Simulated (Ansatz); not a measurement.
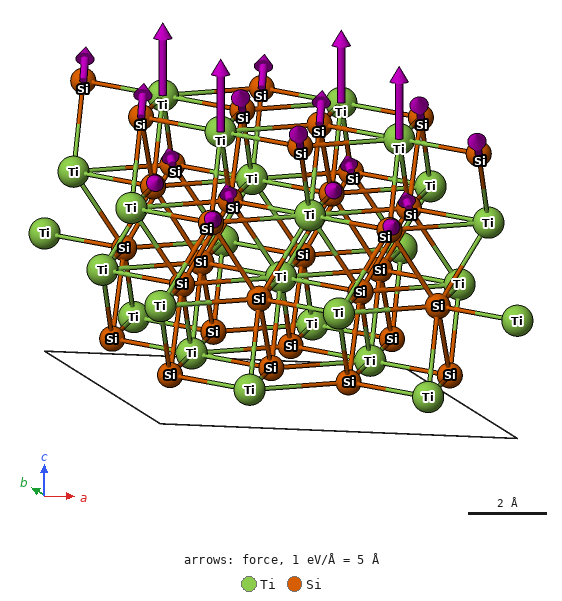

Starting geometry of a slab of composition TiSi2 (cut from the Fddd phase) with the computed forces as purple arrows. Style: ball-and-stick. Shown: the 2 × 2 repeat of the cell, outlined in the plane, without the vacuum, slightly off an axis.

Case: clean slab, lower half held. The slab is the (0 0 1) face of TiSi2. 6 atoms are held fixed.

All numbers below come from Ansatz, DFT PBE+D3(BJ), scalar-relativistic, plane waves, PAW.

The input:
```yaml
crystal:
  lattice:
    - [4.7035829113, 0.0, 0.0]
    - [-2.3206826669, 4.0912252643, 0.0]
    - [0.0, 0.0, 23.346095833]
  atoms:
    - { symbol: Ti, position: [0.5, 0.0, 0.3640865719] }
    - { symbol: Si, position: [0.1634549968, 0.3365450032, 0.3640865719] }
    - { symbol: Si, position: [0.8365450032, 0.6634549968, 0.3640865719] }
    - { symbol: Ti, position: [0.0, 0.0, 0.454695524] }
    - { symbol: Si, position: [0.3365450032, 0.6634549968, 0.454695524] }
    - { symbol: Si, position: [0.6634549968, 0.3365450032, 0.454695524] }
    - { symbol: Ti, position: [0.0, 0.5, 0.545304476] }
    - { symbol: Si, position: [0.6634549968, 0.8365450032, 0.545304476] }
    - { symbol: Si, position: [0.3365450032, 0.1634549968, 0.545304476] }
    - { symbol: Ti, position: [0.5, 0.5, 0.6359134281] }
    - { symbol: Si, position: [0.8365450032, 0.1634549968, 0.6359134281] }
    - { symbol: Si, position: [0.1634549968, 0.8365450032, 0.6359134281] }
basis:
  ecutwfc: 420
kpoints:
  mp_grid: { grid: [7, 7, 1] }
hamiltonian:
  xc: pbe
  dispersion: d3bj
scf:
  occupations: { method: gaussian, width: 0.1 }
output:
  forces: true
  eigenvalues: true
  write_density: true
  write_potential: true
  elf: true
  volumetric_format: npy
relax:
  adjacent_minimum: "off"
  f_tol: 0.03
  max_steps: 70
  constraints: [{ sites: [0, 1, 2, 3, 4, 5] }]
efield:
  axis: 3
  dipole_correction: true
  ramp_width: 0.04
```

Command:
```bash
ansatz run input.yaml --threads 4 --pin off --max-ram 10240MiB --backend cpu --events-out ev --progress --plain --runs-dir out
```

### Is this structure relaxed? If not, where do the atoms go?

It isn't relaxed: the largest force vector, on Ti10, is 0.39 eV/Å. The final displacements follow the starting forces only in part (cosine between the two patterns 0.82). The energy falls by 29.0 meV per cell of the calculation in 2 geometry steps. Largest force component: 0.39 eV/Å at the start, 0.026 eV/Å at the end. The largest move is that of Ti10, 0.080 Å along the normal (+c). By element the largest moves are Ti 0.080 Å, Si 0.060 Å. The lattice vectors keep their values. Near-neighbour distances that change, for instance: Si8–Ti10 2.524 → 2.564 Å, Ti7–Ti10 3.163 → 3.195 Å, Si5–Si8 2.503 → 2.533 Å, Si5–Ti7 2.524 → 2.551 Å.
